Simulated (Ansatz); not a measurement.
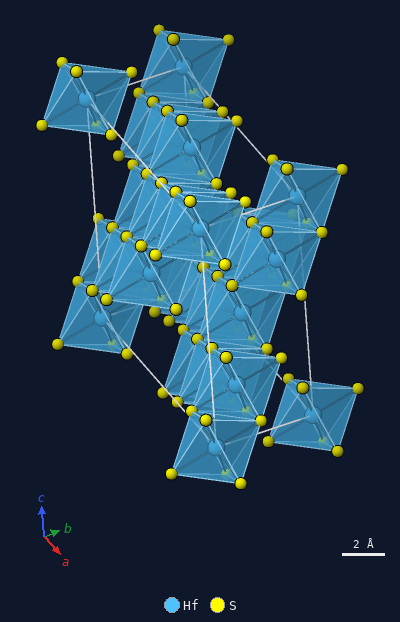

*The starting structure (polyhedral view of the cell of the calculation, seen slightly off an axis; polyhedra are completed across the faces of the cell). An atom can appear more than once, as a periodic image.*

# Geometry relaxation of Hf15S32 (part 1 of 4)

Hf15S32 (defect cell, 47 atoms in the cell), computed with DFT PBE+D3(BJ), scalar-relativistic, plane waves, PAW (Ansatz 0.2.0).

The structure derives from a Materials Project entry. The run did not end well. It belongs to a series of runs on one base structure; here: Hf vacancy (site a), charge +0, atoms relaxed at the host's cell.

### Log
```
Engine: ansatz 0.2.0, x86_64-unknown-linux-gnu
Pseudopotentials: kind: paw
Pseudopotential: Hf, paw, valence charge 26, recommended cutoff 420 eV (normal), Hf.paw.azcp
Pseudopotential: S, paw, valence charge 6, recommended cutoff 420 eV (normal), S.paw.azcp
Functional definition: PBE
  parameter kappa = 0.804
  parameter beta = 0.06672455060314922
  exchange = pbe_x(kappa = kappa, mu = beta*pi^2/3)
  correlation = pbe_c(beta = beta)
Crystal: 47 atoms, lattice volume = 1039.619 Å³
Basis set: ecut = 420 eV, 20319 PW (Γ), exchange–correlation on 150×150×150 points (8 copies of the dense FFT grid, shifted against one another)
Bands: 351, of which v1, the nominal top of the filled ones, is band 291 counted from 1 (290 counted from 0)
Symmetry: 4 space group operations
Space group: C2/m (ITA 12), of the structure as read, at distance tolerance 1.0e-4 Å
Magnetic group: BNS 12.58 (UNI 65), of the structure as read, at distance tolerance 1.0e-4 Å
k-points: 4 of 8
Non-local potential: Hf, projectors of the file, l = 0: 3, l = 1: 2, l = 2: 2, l = 3: 3
Non-local potential: S, projectors of the file, l = 0: 2, l = 1: 2, l = 2: 2
PAW form: soft (Blöchl's): semilocal exchange-correlation on the pseudo side does not see the compensation charge
PAW one-centre angular grid: Hf, 590 points (default); XC on 64 Gauss nodes
PAW one-centre angular grid: S, 110 points (default); XC on 64 Gauss nodes
Initial density: superposition of atomic densities (chi_scale 0.1, normalization cell, long waves kept (reshape's long-wave potential 0.26 eV rms))
Starting moments: Σ|m| = 1.998 μB on 6 of 47 sites
Initial wavefunctions: pseudopotential atomic-orbital guess
Functional: x = pbe(κ = 0.804, μ = 0.2195149727645171), c = pbe(β = 0.06672455060314922)
SCF iter   1: F=—  HF=-264798.367966 eV  |F-HF|=—  |Δ(HF+E_count)|=         —  Δρ=3.36e-2 (↑3.33e-2 ↓3.36e-2)  dr2=1.67e2  dr2_m=4.14e-2  M=1.745 μB ∫|m|=1.983 μB  β_m=0.30  ethr=3.10e-3  ⟨swp⟩=6.0  Hψ=9529  notcnv=0  defer=116
Mixer restart at iter 1: flushing history
preconditioner: auto → Kerker (q_TF=auto, 2.477 Å⁻¹)  [metal: Δε(μ)=0.000 eV  Ē_g=11.942 eV  σ=0.010 eV  W_gap=0.02  n_scr=280 (ndim 8)  ℏωp=24.8 eV  f_vac=0.016  D(μ)=28.20/eV (n_scr^D=176)]
spin=Collinear: Kerker preconditioning applied to the charge; magnetization (m = ρ↑ − ρ↓) channel mixes plain (no charge-response kernel on spin).
SCF iter   2: F=—  HF=-264783.475308 eV  |F-HF|=—  |Δ(HF+E_count)|=    1.49e1  Δρ=2.29e-2 (↑2.22e-2 ↓2.29e-2)  dr2=8.46e1  dr2_m=3.81e-2  M=1.988 μB ∫|m|=2.153 μB  β_m=0.56  ethr=3.10e-3  ⟨swp⟩=4.0  Hψ=5156  notcnv=0  defer=433
preconditioner: auto → Resta (q_TF=auto, 2.477 Å⁻¹)  ε∞=5.5  [insulator: Δε(μ)=0.028 eV  Ē_g=11.640 eV  σ=0.010 eV  W_gap=0.95  n_scr=280 (ndim 8)  ℏωp=24.8 eV  f_vac=0.012  D(μ)=3.94/eV (n_scr^D=12)  ε∞_Penn≈5.5]
spin=Collinear: Resta preconditioning applied to the charge; magnetization (m = ρ↑ − ρ↓) channel mixes plain (no charge-response kernel on spin).
SCF iter   3: F=—  HF=-264766.379289 eV  |F-HF|=—  |Δ(HF+E_count)|=    1.71e1  Δρ=7.19e-3 (↑7.19e-3 ↓6.30e-3)  dr2=5.64e0  dr2_m=3.39e-2  M=3.000 μB ∫|m|=3.062 μB  β_m=0.54  ethr=3.10e-3  ⟨swp⟩=3.0  Hψ=4700  notcnv=0  defer=433
SCF iter   4: F=—  HF=-264766.589971 eV  |F-HF|=—  |Δ(HF+E_count)|=   2.11e-1  Δρ=4.95e-3 (↑4.95e-3 ↓3.80e-3)  dr2=1.28e0  dr2_m=1.15e-2  M=2.998 μB ∫|m|=3.113 μB  β_m=0.69  ethr=9.69e-4  ⟨swp⟩=2.4  Hψ=5593  notcnv=0  defer=438
SCF iter   5: F=—  HF=-264767.403891 eV  |F-HF|=—  |Δ(HF+E_count)|=   8.14e-1  Δρ=1.73e-3 (↑1.73e-3 ↓1.54e-3)  dr2=1.93e-1  dr2_m=5.27e-4  M=2.967 μB ∫|m|=3.196 μB  β_m=0.71  ethr=2.19e-4  ⟨swp⟩=2.8  Hψ=4659  notcnv=0  defer=438
SCF iter   6: F=—  HF=-264767.367060 eV  |F-HF|=—  |Δ(HF+E_count)|=         —  Δρ=7.03e-4 (↑6.66e-4 ↓7.03e-4)  dr2=2.31e-2  dr2_m=9.39e-5  M=2.999 μB ∫|m|=3.281 μB  β_m=0.71  ethr=3.31e-5  ⟨swp⟩=3.0  Hψ=4862  notcnv=0  defer=438
SCF iter   7: F=—  HF=-264767.400965 eV  |F-HF|=—  |Δ(HF+E_count)|=   3.39e-2  Δρ=3.74e-4 (↑3.28e-4 ↓3.74e-4)  dr2=8.13e-3  dr2_m=3.02e-5  M=3.000 μB ∫|m|=3.294 μB  β_m=0.86  ethr=3.97e-6  ⟨swp⟩=2.0  Hψ=4727  notcnv=0  defer=438
SCF iter   8: F=—  HF=-264767.414466 eV  |F-HF|=—  |Δ(HF+E_count)|=   1.35e-2  Δρ=1.60e-4 (↑1.58e-4 ↓1.60e-4)  dr2=1.84e-3  dr2_m=1.48e-6  M=3.000 μB ∫|m|=3.301 μB  β_m=0.71  ethr=1.40e-6  ⟨swp⟩=3.0  Hψ=5204  notcnv=0  defer=438
SCF iter   9: F=—  HF=-264767.413967 eV  |F-HF|=—  |Δ(HF+E_count)|=   4.99e-4  Δρ=7.87e-5 (↑7.87e-5 ↓7.66e-5)  dr2=2.62e-4  dr2_m=1.76e-6  M=3.000 μB ∫|m|=3.302 μB  β_m=0.75  ethr=3.16e-7  ⟨swp⟩=3.0  Hψ=5339  notcnv=0  defer=438
SCF iter  10: F=—  HF=-264767.414255 eV  |F-HF|=—  |Δ(HF+E_count)|=   2.88e-4  Δρ=2.54e-5 (↑2.18e-5 ↓2.54e-5)  dr2=2.65e-5  dr2_m=5.17e-7  M=3.000 μB ∫|m|=3.301 μB  β_m=0.87  ethr=4.50e-8  ⟨swp⟩=2.0  Hψ=5136  notcnv=0  defer=438
SCF iter  11: F=-264767.414323 eV  HF=-264767.414320 eV  |F-HF|=3.74e-6  |Δ(HF+E_count)|=   6.44e-5  Δρ=7.28e-6 (↑7.01e-6 ↓7.28e-6)  dr2=4.42e-6  dr2_m=2.67e-8  M=3.000 μB ∫|m|=3.300 μB  ethr=2.68e-9  ⟨swp⟩=15.0  Hψ=26801  notcnv=0
SCF 1 converged in 11 iterations: F = -264767.414323 eV  dr2 = 4.42e-6
  greatest PAW one-centre occupation: 0.999 electrons in one spin orbital (limit 2), on the Hf atom at site 12 (counted from 0), in its partial waves of l = 0
relax step   1: F+E_penalty+E_count = -264767.41432342 eV  Δ(F+E_penalty+E_count) = +0.000e0 eV  max|allowed force component| = 9.604e-1 eV/Å  Δτ_max = 0.0000 Å  (11 SCF iters, dr2 threshold 1.56e-5 eV, accepted)
Initial density: handed on by an earlier stage of this run
Starting moments: Σ|m| = 1.998 μB on 6 of 47 sites; this step starts from the density that it was given
Initial wavefunctions: those handed on with the density
iter 1 solved again at ethr=7.07e-5 eV; its pass at ethr=3.10e-3 eV (dr2=4.11e-1 eV) is discarded
SCF iter   1: F=—  HF=-264767.599709 eV  |F-HF|=—  |Δ(HF+E_count)|=         —  Δρ=4.08e-3 (↑3.29e-3 ↓4.08e-3)  dr2=4.09e-1  dr2_m=2.92e-2  M=2.325 μB ∫|m|=2.664 μB  β_m=0.30  ethr=7.07e-5  ⟨swp⟩=2.1  Hψ=8378  notcnv=0  defer=433
preconditioner: auto → Resta (q_TF=auto, 2.477 Å⁻¹)  ε∞=5.6  [insulator: Δε(μ)=0.019 eV  Ē_g=11.489 eV  σ=0.010 eV  W_gap=0.60  n_scr=280 (ndim 8)  ℏωp=24.8 eV  f_vac=0.045  D(μ)=39.19/eV (n_scr^D=312)  ε∞_Penn≈5.6]
spin=Collinear: Resta preconditioning applied to the charge; magnetization (m = ρ↑ − ρ↓) channel mixes plain (no charge-response kernel on spin).
SCF iter   2: F=—  HF=-264767.562805 eV  |F-HF|=—  |Δ(HF+E_count)|=   3.69e-2  Δρ=2.93e-3 (↑2.28e-3 ↓2.93e-3)  dr2=1.83e-1  dr2_m=1.64e-2  M=2.301 μB ∫|m|=2.622 μB  β_m=0.62  ethr=7.03e-5  ⟨swp⟩=2.0  Hψ=2861  notcnv=0  defer=433
SCF iter   3: F=—  HF=-264767.562194 eV  |F-HF|=—  |Δ(HF+E_count)|=   6.11e-4  Δρ=7.90e-4 (↑4.06e-4 ↓7.90e-4)  dr2=1.35e-2  dr2_m=2.06e-3  M=2.085 μB ∫|m|=2.385 μB  β_m=0.74  ethr=3.14e-5  ⟨swp⟩=3.0  Hψ=4887  notcnv=0  defer=433
SCF iter   4: F=—  HF=-264767.564735 eV  |F-HF|=—  |Δ(HF+E_count)|=   2.54e-3  Δρ=3.30e-4 (↑1.83e-4 ↓3.30e-4)  dr2=2.60e-3  dr2_m=3.41e-4  M=2.068 μB ∫|m|=2.346 μB  β_m=0.82  ethr=2.31e-6  ⟨swp⟩=2.0  Hψ=5083  notcnv=0  defer=433
SCF iter   5: F=—  HF=-264767.564352 eV  |F-HF|=—  |Δ(HF+E_count)|=   3.83e-4  Δρ=1.25e-4 (↑1.15e-4 ↓1.25e-4)  dr2=8.44e-4  dr2_m=9.05e-6  M=2.070 μB ∫|m|=2.330 μB  β_m=0.68  ethr=4.47e-7  ⟨swp⟩=2.0  Hψ=5155  notcnv=0  defer=433
SCF iter   6: F=—  HF=-264767.564518 eV  |F-HF|=—  |Δ(HF+E_count)|=   1.66e-4  Δρ=5.91e-5 (↑4.86e-5 ↓5.91e-5)  dr2=2.55e-4  dr2_m=3.70e-6  M=2.077 μB ∫|m|=2.336 μB  β_m=0.84  ethr=1.45e-7  ⟨swp⟩=2.0  Hψ=5128  notcnv=0  defer=433
SCF iter   7: F=—  HF=-264767.564692 eV  |F-HF|=—  |Δ(HF+E_count)|=   1.73e-4  Δρ=1.74e-5 (↑1.45e-5 ↓1.74e-5)  dr2=2.00e-5  dr2_m=3.32e-7  M=2.077 μB ∫|m|=2.335 μB  β_m=0.88  ethr=4.38e-8  ⟨swp⟩=2.0  Hψ=4231  notcnv=0  defer=433
iter 8 did not close the SCF: its close was put off for a magnetic moment that had not settled (scf_convergence_deferred on its scf_iter line)
SCF iter   8: F=-264767.564677 eV  HF=-264767.564704 eV  |F-HF|=2.75e-5  |Δ(HF+E_count)|=   1.29e-5  Δρ=2.77e-5 (↑1.13e-5 ↓2.77e-5)  dr2=3.61e-5  dr2_m=1.67e-6  M=2.068 μB ∫|m|=2.327 μB  β_m=0.92  ethr=3.43e-9  ⟨swp⟩=14.1  Hψ=25043  notcnv=0
SCF iter   9: F=-264767.564701 eV  HF=-264767.564704 eV  |F-HF|=2.90e-6  |Δ(HF+E_count)|=   4.62e-7  Δρ=7.87e-6 (↑3.69e-6 ↓7.87e-6)  dr2=3.25e-6  dr2_m=1.29e-7  M=2.071 μB ∫|m|=2.329 μB  ethr=3.43e-9  ⟨swp⟩=7.9  Hψ=20936  notcnv=0
SCF 2 converged in 9 iterations: F = -264767.564701 eV  dr2 = 3.25e-6
  greatest PAW one-centre occupation: 0.999 electrons in one spin orbital (limit 2), on the Hf atom at site 9 (counted from 0), in its partial waves of l = 0
relax step   2: F+E_penalty+E_count = -264767.56470101 eV  Δ(F+E_penalty+E_count) = -1.504e-1 eV  max|allowed force component| = 2.666e-1 eV/Å  Δτ_max = 0.1494 Å  (9 SCF iters, dr2 threshold 5.76e-5 eV, accepted)
SCF iter   1: F=—  HF=-264767.684216 eV  |F-HF|=—  |Δ(HF+E_count)|=         —  Δρ=2.08e-3 (↑1.73e-3 ↓2.08e-3)  dr2=1.03e-1  dr2_m=3.61e-3  M=2.129 μB ∫|m|=2.385 μB  β_m=0.65  ethr=2.88e-4  ⟨swp⟩=3.5  Hψ=4225  notcnv=0  defer=426
preconditioner: auto → Resta (q_TF=auto, 2.477 Å⁻¹)  ε∞=5.7  [insulator: Δε(μ)=0.010 eV  Ē_g=11.476 eV  σ=0.010 eV  W_gap=0.51  n_scr=280 (ndim 8)  ℏωp=24.8 eV  f_vac=0.043  D(μ)=24.60/eV (n_scr^D=158)  ε∞_Penn≈5.7]
spin=Collinear: Resta preconditioning applied to the charge; magnetization (m = ρ↑ − ρ↓) channel mixes plain (no charge-response kernel on spin).
SCF iter   2: F=—  HF=-264767.670961 eV  |F-HF|=—  |Δ(HF+E_count)|=   1.33e-2  Δρ=8.26e-4 (↑6.68e-4 ↓8.26e-4)  dr2=1.36e-2  dr2_m=8.76e-4  M=2.043 μB ∫|m|=2.320 μB  β_m=0.61  ethr=1.76e-5  ⟨swp⟩=2.5  Hψ=5254  notcnv=0  defer=426
SCF iter   3: F=—  HF=-264767.670797 eV  |F-HF|=—  |Δ(HF+E_count)|=   1.65e-4  Δρ=2.81e-4 (↑2.23e-4 ↓2.81e-4)  dr2=2.02e-3  dr2_m=1.23e-4  M=2.054 μB ∫|m|=2.329 μB  β_m=0.72  ethr=2.33e-6  ⟨swp⟩=2.0  Hψ=4495  notcnv=0  defer=426
SCF iter   4: F=—  HF=-264767.671355 eV  |F-HF|=—  |Δ(HF+E_count)|=   5.58e-4  Δρ=1.07e-4 (↑7.81e-5 ↓1.07e-4)  dr2=3.66e-4  dr2_m=1.55e-5  M=2.065 μB ∫|m|=2.338 μB  β_m=0.66  ethr=3.47e-7  ⟨swp⟩=2.0  Hψ=5128  notcnv=0  defer=426
SCF iter   5: F=—  HF=-264767.671324 eV  |F-HF|=—  |Δ(HF+E_count)|=   3.10e-5  Δρ=6.16e-5 (↑4.01e-5 ↓6.16e-5)  dr2=1.11e-4  dr2_m=6.45e-6  M=2.069 μB ∫|m|=2.342 μB  β_m=0.74  ethr=6.29e-8  ⟨swp⟩=2.0  Hψ=5128  notcnv=0  defer=426
SCF iter   6: F=—  HF=-264767.671367 eV  |F-HF|=—  |Δ(HF+E_count)|=   4.30e-5  Δρ=2.24e-5 (↑1.59e-5 ↓2.24e-5)  dr2=1.94e-5  dr2_m=9.67e-7  M=2.071 μB ∫|m|=2.345 μB  β_m=0.87  ethr=1.91e-8  ⟨swp⟩=2.0  Hψ=4611  notcnv=0  defer=426
SCF iter   7: F=—  HF=-264767.671385 eV  |F-HF|=—  |Δ(HF+E_count)|=   1.83e-5  Δρ=1.47e-5 (↑7.83e-6 ↓1.47e-5)  dr2=1.58e-5  dr2_m=3.78e-7  M=2.067 μB ∫|m|=2.343 μB  β_m=0.93  ethr=3.33e-9  ⟨swp⟩=2.0  Hψ=4652  notcnv=0  defer=426
SCF iter   8: F=-264767.671386 eV  HF=-264767.671386 eV  |F-HF|=1.65e-7  |Δ(HF+E_count)|=   1.26e-6  Δρ=3.78e-6 (↑2.67e-6 ↓3.78e-6)  dr2=6.80e-7  dr2_m=1.76e-8  M=2.071 μB ∫|m|=2.345 μB  ethr=7.63e-10  ⟨swp⟩=13.6  Hψ=23038  notcnv=0
SCF 3 converged in 8 iterations: F = -264767.671386 eV  dr2 = 6.80e-7
relax step   3: F+E_penalty+E_count = -264767.67138637 eV  Δ(F+E_penalty+E_count) = -1.067e-1 eV  max|allowed force component| = 1.568e-1 eV/Å  Δτ_max = 0.0800 Å  (8 SCF iters, dr2 threshold 4.44e-6 eV, accepted)
SCF iter   1: F=—  HF=-264767.703299 eV  |F-HF|=—  |Δ(HF+E_count)|=         —  Δρ=1.75e-3 (↑1.22e-3 ↓1.75e-3)  dr2=1.40e-1  dr2_m=4.13e-3  M=2.000 μB ∫|m|=2.219 μB  β_m=0.65  ethr=9.68e-5  ⟨swp⟩=3.1  Hψ=5253  notcnv=0  defer=424
preconditioner: auto → Resta (q_TF=auto, 2.477 Å⁻¹)  ε∞=5.7  [insulator: Δε(μ)=0.066 eV  Ē_g=11.478 eV  σ=0.010 eV  W_gap=1.00  n_scr=280 (ndim 8)  ℏωp=24.8 eV  f_vac=0.043  D(μ)=0.00/eV (n_scr^D=0)  ε∞_Penn≈5.7]
spin=Collinear: Resta preconditioning applied to the charge; magnetization (m = ρ↑ − ρ↓) channel mixes plain (no charge-response kernel on spin).
SCF iter   2: F=—  HF=-264767.692804 eV  |F-HF|=—  |Δ(HF+E_count)|=   1.05e-2  Δρ=6.78e-4 (↑4.54e-4 ↓6.78e-4)  dr2=1.12e-2  dr2_m=7.98e-4  M=2.000 μB ∫|m|=2.218 μB  β_m=0.58  ethr=2.40e-5  ⟨swp⟩=2.9  Hψ=3819  notcnv=0  defer=426
SCF iter   3: F=—  HF=-264767.691508 eV  |F-HF|=—  |Δ(HF+E_count)|=   1.30e-3  Δρ=2.61e-4 (↑1.87e-4 ↓2.61e-4)  dr2=1.35e-3  dr2_m=1.35e-4  M=2.000 μB ∫|m|=2.215 μB  β_m=0.73  ethr=1.93e-6  ⟨swp⟩=2.0  Hψ=4305  notcnv=0  defer=426
SCF iter   4: F=—  HF=-264767.692766 eV  |F-HF|=—  |Δ(HF+E_count)|=   1.26e-3  Δρ=9.96e-5 (↑7.19e-5 ↓9.96e-5)  dr2=3.72e-4  dr2_m=1.42e-5  M=2.000 μB ∫|m|=2.215 μB  β_m=0.67  ethr=2.33e-7  ⟨swp⟩=2.0  Hψ=5136  notcnv=0  defer=426
SCF iter   5: F=—  HF=-264767.692722 eV  |F-HF|=—  |Δ(HF+E_count)|=   4.34e-5  Δρ=4.65e-5 (↑3.25e-5 ↓4.65e-5)  dr2=8.32e-5  dr2_m=3.62e-6  M=2.000 μB ∫|m|=2.215 μB  β_m=0.69  ethr=6.39e-8  ⟨swp⟩=2.0  Hψ=5136  notcnv=0  defer=426
SCF iter   6: F=—  HF=-264767.692724 eV  |F-HF|=—  |Δ(HF+E_count)|=   1.45e-6  Δρ=1.65e-5 (↑1.35e-5 ↓1.65e-5)  dr2=1.44e-5  dr2_m=3.12e-7  M=2.000 μB ∫|m|=2.215 μB  β_m=0.79  ethr=1.43e-8  ⟨swp⟩=2.0  Hψ=5072  notcnv=0  defer=426
SCF iter   7: F=—  HF=-264767.692742 eV  |F-HF|=—  |Δ(HF+E_count)|=   1.79e-5  Δρ=6.82e-6 (↑5.63e-6 ↓6.82e-6)  dr2=4.43e-6  dr2_m=3.26e-8  M=2.000 μB ∫|m|=2.214 μB  β_m=0.90  ethr=2.47e-9  ⟨swp⟩=2.0  Hψ=4011  notcnv=0  defer=426
SCF iter   8: F=—  HF=-264767.692745 eV  |F-HF|=—  |Δ(HF+E_count)|=   3.43e-6  Δρ=3.07e-6 (↑2.50e-6 ↓3.07e-6)  dr2=6.47e-7  dr2_m=6.12e-9  M=2.000 μB ∫|m|=2.214 μB  β_m=0.91  ethr=7.61e-10  ⟨swp⟩=2.0  Hψ=4595  notcnv=0  defer=426
SCF iter   9: F=-264767.692746 eV  HF=-264767.692746 eV  |F-HF|=3.07e-7  |Δ(HF+E_count)|=   7.04e-7  Δρ=1.99e-6 (↑1.39e-6 ↓1.99e-6)  dr2=2.04e-7  dr2_m=3.44e-9  M=2.000 μB ∫|m|=2.214 μB  ethr=1.11e-10  ⟨swp⟩=12.6  Hψ=22793  notcnv=0
SCF 4 converged in 9 iterations: F = -264767.692746 eV  dr2 = 2.04e-7
relax step   4: F+E_penalty+E_count = -264767.69274561 eV  Δ(F+E_penalty+E_count) = -2.136e-2 eV  max|allowed force component| = 1.474e-1 eV/Å  Δτ_max = 0.0791 Å  (9 SCF iters, dr2 threshold 1.90e-6 eV, accepted)
```
